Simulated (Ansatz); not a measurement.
**Cu: a changed input and its effect**

System: Cu (I4/mmm, 1 atom in the cell).
Method of run 1: Kohn-Sham DFT of a periodic cell, PBE, Ansatz PAW, no spin polarisation (Ansatz 0.2.0).

The structure derives from a Materials Project entry. Text and figures count atoms from 1; the logs count them from 0 in places.

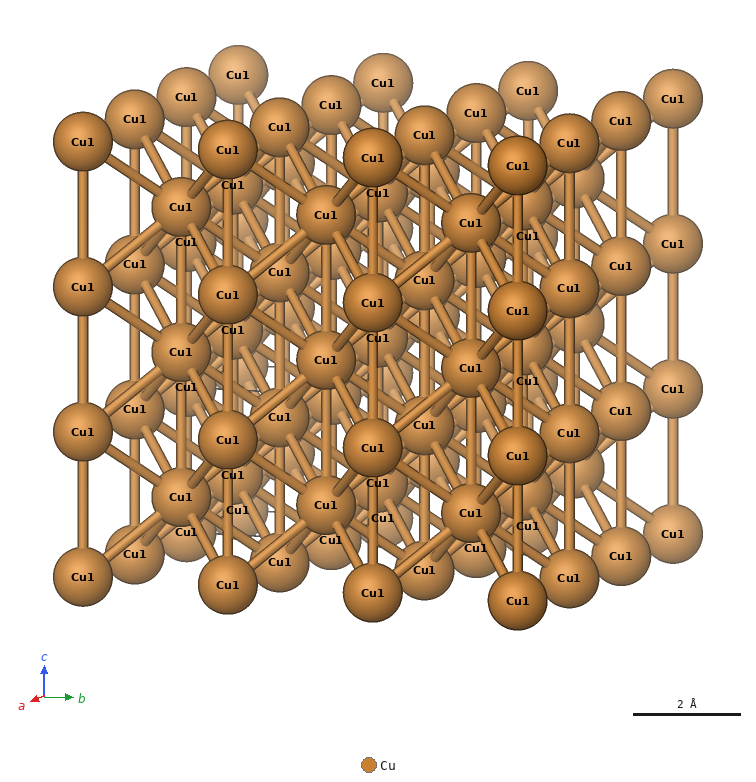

**Figure 1.** The structure as given in the input (ball-and-stick view of the cell 2 times as large as that of the calculation, set on its symmetry axes, repeated 3 × 3 × 3, seen slightly off an axis; atoms are numbered from 1 in the order of the input). An atom can appear more than once, as a periodic image.

## Input, run 1
```yaml
crystal:
  lattice:
    - [-1.44279332, 1.44279332, 1.37608145]
    - [1.44279332, -1.44279332, 1.37608145]
    - [1.44279332, 1.44279332, -1.37608145]
  atoms:
    - { symbol: Cu, position: [0.0, 0.0, 0.0] }
hamiltonian:
  xc: pbe
  pseudopotentials: { kind: paw }
kpoints:
  mp_grid: { grid: [13, 13, 13] }
scf:
  occupations: { method: fermi_dirac, width: 0.05 }
output:
  forces: true
  stress: true
  eigenvalues: true
relax:
  f_tol: 0.01
  max_steps: 40
  cell: { stress_tol: 0.05 }
```

Command:
```bash
ansatz run input.yaml --threads 2 --pin off --max-ram 5632MiB --backend cpu --events-out ev --progress --plain --runs-dir out
```

Hardware: 2 threads of Arm Neoverse V1, 24 GiB of memory available, shared host.

## Output, shortened to warnings, some set-up lines, iterations and results (run 1)
```
Basis set: ecut = 420 eV, 225 PW (Γ), exchange–correlation on 36×36×36 points (8 copies of the dense FFT grid, shifted against one another)
Symmetry: 16 space group operations
k-points: 196 of 2197
Initial density: superposition of atomic densities (neutral atoms: chi_scale 0, normalization atom), corrected by the library's trained network
[...]
SCF iter   1: F=—  HF=-6625.131498 eV  |F-HF|=—  |Δ(HF+E_count)|=         —  Δρ=1.29e-3  dr2=7.71e-5  ethr=1.77e-3  ⟨swp⟩=5.5  Hψ=13881  notcnv=0
SCF iter   2: F=—  HF=-6625.131620 eV  |F-HF|=—  |Δ(HF+E_count)|=   1.22e-4  Δρ=5.05e-4  dr2=5.61e-6  ethr=4.06e-7  ⟨swp⟩=2.4  Hψ=6342  notcnv=0
SCF iter   3: F=—  HF=-6625.131635 eV  |F-HF|=—  |Δ(HF+E_count)|=   1.45e-5  Δρ=1.26e-4  dr2=4.54e-7  ethr=2.95e-8  ⟨swp⟩=2.1  Hψ=3655  notcnv=0
SCF iter   4: F=-6625.131635 eV  HF=-6625.131635 eV  |F-HF|=2.70e-8  |Δ(HF+E_count)|=   9.35e-7  Δρ=1.99e-5  dr2=2.13e-8  ethr=2.39e-9  ⟨swp⟩=2.0  Hψ=3754  notcnv=0
SCF iter   5: F=-6625.131635 eV  HF=-6625.131635 eV  |F-HF|=4.87e-10  |Δ(HF+E_count)|=   3.30e-9  Δρ=2.95e-6  dr2=2.16e-10  ethr=1.12e-10  ⟨swp⟩=2.2  Hψ=3912  notcnv=0
[... 54 lines ...]
SCF iter   4: F=—  HF=-6625.143851 eV  |F-HF|=—  |Δ(HF+E_count)|=   4.09e-7  Δρ=4.94e-6  dr2=2.21e-10  ethr=3.67e-10  ⟨swp⟩=2.0  Hψ=3788  notcnv=0
SCF iter   5: F=-6625.143851 eV  HF=-6625.143851 eV  |F-HF|=2.00e-11  |Δ(HF+E_count)|=   6.88e-9  Δρ=4.25e-7  dr2=8.52e-12  ethr=1.16e-12  ⟨swp⟩=2.0  Hψ=4334  notcnv=0
SCF iter   6: F=-6625.143851 eV  HF=-6625.143851 eV  |F-HF|=0.00e0  |Δ(HF+E_count)|=  2.36e-11  Δρ=5.67e-8  dr2=1.11e-13  ethr=1.00e-12  ⟨swp⟩=3.6  Hψ=10344  notcnv=0
SCF 8 converged in 6 iterations: F = -6625.143851 eV  dr2 = 1.11e-13
relax step   8: F+E_penalty+E_count = -6625.14385146 eV  Δ(F+E_penalty+E_count) = -3.906e-4 eV  max|allowed force component| = 0.000e0 eV/Å  Δτ_max = 0.0000 Å  P = -0.047 GPa …
basis re-selected at this cell: Δ(F+E_penalty+E_count) = -3.906e-4 eV, ΔP = -0.045 GPa vs the last step (what re-selecting the basis moved, of the pressure what is left beyond the Pulay correction that the steps carried, after the strain that the cell walked since its last selection, with what the …
SCF converged after 6 iterations
Free energy (F): -6625.143851 eV
Harris-Foulkes:  -6625.143851 eV  (|F-HF|=0.00e0)
Internal energy: -6625.141083 eV  (E = F + TS)
E sigma→0 (E₀):  -6625.142467 eV
Entropy (-TS):   -0.002768 eV (-2.768 meV/atom)
Fermi energy:    16.328404 eV
--- Per-component energies (eV) ---
  E_band       = -365.492891
  E_kinetic    = 299.777979
  E_local      = -4083.804939  (includes V_loc(G=0)·N_el)
  E_nonlocal   = 390.247789
  E_hartree    = 1798.109463
  E_xc         = -89.412322
  E_vxc        = -115.375016  (∫ρ·V_xc dr)
  E_paw        = -1663.266196  (= ΣΔE_a)
  E_vpaw       = -452.557897  (= ΣTr[D̂ρ^β])
  E_aug_tail   = 0.000291  (compensation charges beyond the density's cutoff)
  E_ewald      = -3276.793149
  E_smearing   = -0.002768  (= −TS)
  E_closure    = -0.000000  (closes the sum)
  Σ components = -6625.143851   (vs F -6625.143851, Δ=0.00e0)
--- Forces (eV/Å), atoms counted from 1 ---
  atom   1  Cu     0.00000000    -0.00000000     0.00000000
  max |Σ_I F_I| component: 1.23e-32 eV/Å
--- Stress (GPa, compression-positive) ---
       -0.045497       0.000000       0.000000
        0.000000      -0.045497       0.000000
        0.000000       0.000000      -0.049415
  P = ⅓ Tr σ = -0.0468 GPa (-0.468 kbar)
--- Relaxed structure (7 steps of the walk, 7 accepted, 1 SCFs on fresh bases) ---
  F+E_penalty+E_count = -6625.14385146 eV   max|allowed force component| = 0.000e0 eV/Å   (the final SCF, on the basis selected at the relaxed cell)
  cell:  # Å, volume = 12.0230 Å³
    - [-1.4735740177019836, 1.4735740177019836, 1.3842355154879011]
    - [1.4735740177019836, -1.4735740177019836, 1.3842355154879011]
    - [1.4735740177019836, 1.4735740177019836, -1.3842355154879011]
  atoms:
    - { symbol: Cu, position: [0.0, 0.0, 0.0] }
```

For run 2 the input was changed thus:
```diff
-  xc: pbe
+  xc: lda
+  write_density: true
+  write_potential: true
+  elf: true
+  volumetric_format: npy
```

How does run 2 compare with run 1?

The total energies belong to different methods, so their difference says nothing on which is more stable or more accurate. The volume per atom goes from 12.02 to 10.93 Å³. The functional changes from PBE to LDA. The SCF takes 44 iterations over all geometry steps against 48.

## Output, shortened to warnings, some set-up lines, iterations and results (run 2)
```
Basis set: ecut = 420 eV, 225 PW (Γ)
Symmetry: 16 space group operations
k-points: 196 of 2197
Initial density: superposition of atomic densities (neutral atoms: chi_scale 0, normalization atom), corrected by the library's trained network
[...]
SCF iter   1: F=—  HF=-6555.680016 eV  |F-HF|=—  |Δ(HF+E_count)|=         —  Δρ=2.32e-2  dr2=2.72e-2  ethr=1.77e-3  ⟨swp⟩=5.5  Hψ=13884  notcnv=0
SCF iter   2: F=—  HF=-6555.672963 eV  |F-HF|=—  |Δ(HF+E_count)|=   7.05e-3  Δρ=1.96e-3  dr2=3.40e-4  ethr=1.43e-4  ⟨swp⟩=2.7  Hψ=6065  notcnv=0  defer=56
SCF iter   3: F=—  HF=-6555.672916 eV  |F-HF|=—  |Δ(HF+E_count)|=   4.69e-5  Δρ=1.47e-3  dr2=6.59e-5  ethr=1.79e-6  ⟨swp⟩=2.1  Hψ=3905  notcnv=0  defer=56
SCF iter   4: F=—  HF=-6555.672954 eV  |F-HF|=—  |Δ(HF+E_count)|=   3.80e-5  Δρ=3.09e-5  dr2=6.55e-8  ethr=3.47e-7  ⟨swp⟩=1.2  Hψ=3008  notcnv=0  defer=56
SCF iter   5: F=-6555.672954 eV  HF=-6555.672954 eV  |F-HF|=1.69e-10  |Δ(HF+E_count)|=   8.70e-8  Δρ=3.60e-6  dr2=2.46e-10  ethr=3.45e-10  ⟨swp⟩=2.0  Hψ=4443  notcnv=0  …
[... 48 lines ...]
SCF iter   6: F=-6555.686403 eV  HF=-6555.686403 eV  |F-HF|=1.82e-12  |Δ(HF+E_count)|=  9.09e-13  Δρ=1.33e-9  dr2=1.15e-16  ethr=1.00e-12  ⟨swp⟩=1.0  Hψ=2744  notcnv=0
SCF iter   7: F=-6555.686403 eV  HF=-6555.686403 eV  |F-HF|=2.73e-12  |Δ(HF+E_count)|=    0.00e0  Δρ=2.56e-10  dr2=1.64e-18  ethr=1.00e-12  ⟨swp⟩=1.0  Hψ=2744  notcnv=0
SCF iter   8: F=-6555.686403 eV  HF=-6555.686403 eV  |F-HF|=9.09e-13  |Δ(HF+E_count)|=    0.00e0  Δρ=3.95e-11  dr2=7.05e-20  ethr=1.00e-12  ⟨swp⟩=2.0  Hψ=7091  notcnv=0
SCF 7 converged in 8 iterations: F = -6555.686403 eV  dr2 = 7.05e-20
relax step   7: F+E_penalty+E_count = -6555.68640281 eV  Δ(F+E_penalty+E_count) = +3.647e-4 eV  max|allowed force component| = 0.000e0 eV/Å  Δτ_max = 0.0000 Å  P = +0.005 GPa …
basis re-selected at this cell: Δ(F+E_penalty+E_count) = +3.647e-4 eV, ΔP = +0.003 GPa vs the last step (what re-selecting the basis moved, of the pressure what is left beyond the Pulay correction that the steps carried, after the strain that the cell walked since its last selection, with what the …
SCF converged after 8 iterations
Free energy (F): -6555.686403 eV
Harris-Foulkes:  -6555.686403 eV  (|F-HF|=9.09e-13)
Internal energy: -6555.683966 eV  (E = F + TS)
E sigma→0 (E₀):  -6555.685184 eV
Entropy (-TS):   -0.002437 eV (-2.437 meV/atom)
Fermi energy:    18.014571 eV
--- Per-component energies (eV) ---
  E_band       = -335.163905
  E_kinetic    = 301.553138
  E_local      = -3909.106696  (includes V_loc(G=0)·N_el)
  E_nonlocal   = 393.680684
  E_hartree    = 1723.008405
  E_xc         = -89.851736
  E_vxc        = -116.543849  (∫ρ·V_xc dr)
  E_paw        = -1592.579586  (= ΣΔE_a)
  E_vpaw       = -450.764241  (= ΣTr[D̂ρ^β])
  E_aug_tail   = 0.000249  (compensation charges beyond the density's cutoff)
  E_ewald      = -3382.838085
  E_core_change = 0.449660  (= ΣΔE_core)
  E_smearing   = -0.002437  (= −TS)
  E_closure    = -0.000000  (closes the sum)
  Σ components = -6555.686403   (vs F -6555.686403, Δ=0.00e0)
--- Forces (eV/Å), atoms counted from 1 ---
  atom   1  Cu    -0.00000000     0.00000000    -0.00000000
  max |Σ_I F_I| component: 9.86e-32 eV/Å
--- Stress (GPa, compression-positive) ---
        0.004200      -0.000000       0.000000
       -0.000000       0.004200       0.000000
        0.000000       0.000000       0.005144
  P = ⅓ Tr σ = 0.0045 GPa (0.045 kbar)
--- Relaxed structure (6 steps of the walk, 6 accepted, 1 SCFs on fresh bases) ---
  F+E_penalty+E_count = -6555.68640281 eV   max|allowed force component| = 0.000e0 eV/Å   (the final SCF, on the basis selected at the relaxed cell)
  cell:  # Å, volume = 10.9291 Å³
    - [-1.4187541244950994, 1.4187541244950994, 1.3574101425092187]
    - [1.4187541244950994, -1.4187541244950994, 1.3574101425092187]
    - [1.4187541244950994, 1.4187541244950994, -1.3574101425092187]
  atoms:
    - { symbol: Cu, position: [0.0, 0.0, 0.0] }
```

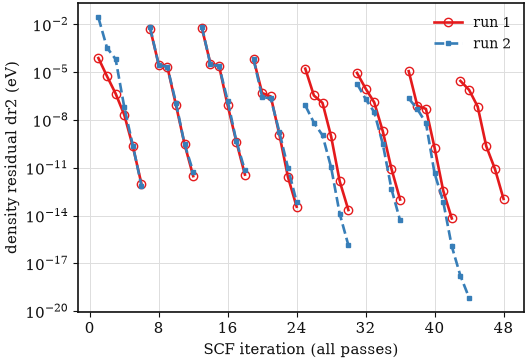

**Figure 2.** Convergence of the two runs: density residual dr2 against the SCF iteration. A break in a curve parts two SCF passes. Run 1 takes 48 iterations in all, and run 2 takes 44.

## The two runs side by side

```tsv
quantity	run 1	run 2
outcome	converged	converged
free energy per atom (eV)	−6625.1439	−6555.6864
energy per atom, smearing taken to zero (eV)	−6625.1425	−6555.6852
gap on the mesh (eV)	0.00	0.00
pressure (GPa)	−0.05	0.00
volume per atom (Å³)	12.02	10.93
largest force (eV/Å)	0.000	0.000
SCF iterations	48	44
irreducible k-points	196	196
wall time (shared host)	11 s	11 s
```
